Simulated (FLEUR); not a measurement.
System: Mg, space group P6_3/mmc (No. 194).

Structure:
```xyz
2
Lattice="3.2093 0.0000 0.0000 -1.6046 2.7793 0.0000 0.0000 0.0000 5.2103" Properties=species:S:1:pos:R:3 pbc="T T T"
Mg    1.6047    0.9264    3.9077
Mg    0.0000    1.8529    1.3026
```

Computed with FLEUR MaX-R8.1 (later development tree): all-electron LAPW DFT, no spin polarisation; energies at scaled volumes of the given cell, shape and fractions fixed, counted from the fit's minimum, third-order Birch-Murnaghan fit. Level: PBE.

```json
{"setting": "k mesh", "value": "10×10×5"}
{"setting": "occupations", "value": "Fermi–Dirac"}
{"setting": "smearing width", "value": "0.05 eV"}
{"setting": "potentials", "value": "all electron"}
{"setting": "program settings", "value": "basis FLAPW, kmax 4.1 1/bohr"}
```

Predict the energy against volume. The volume takes the values 21.84, 22.31, 23.24, 24.17, 24.63 Å³/atom.

A third-order Birch–Murnaghan fit gives V0 = 22.98 Å³/atom, B0 = 35.5 GPa and B′ = 4.1. The energy is 6.83 meV/atom at volume 21.84 Å³/atom and 11.63 meV/atom at 24.63 Å³/atom; the lowest computed point is at volume 23.24 Å³/atom (0.30 meV/atom).

```csv
volume (Å³/atom),energy (meV/atom)
21.84,6.83
22.31,2.31
23.24,0.30
24.17,6.19
24.63,11.63
```

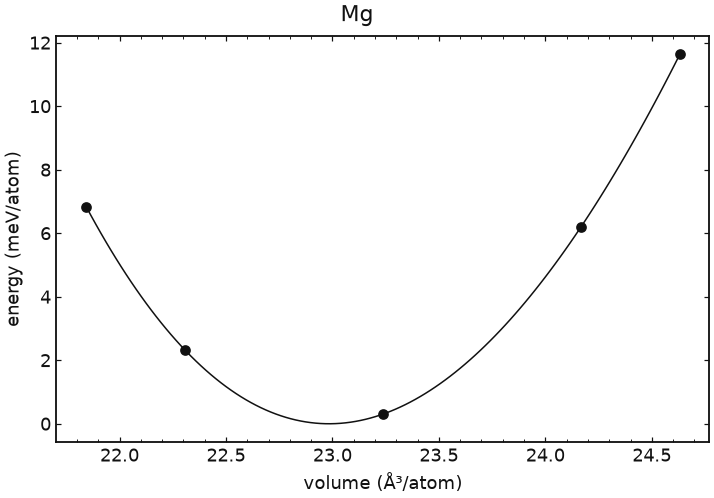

Note: shape and atomic fractions are frozen while scaling, which makes layered, chain and framework solids too stiff.
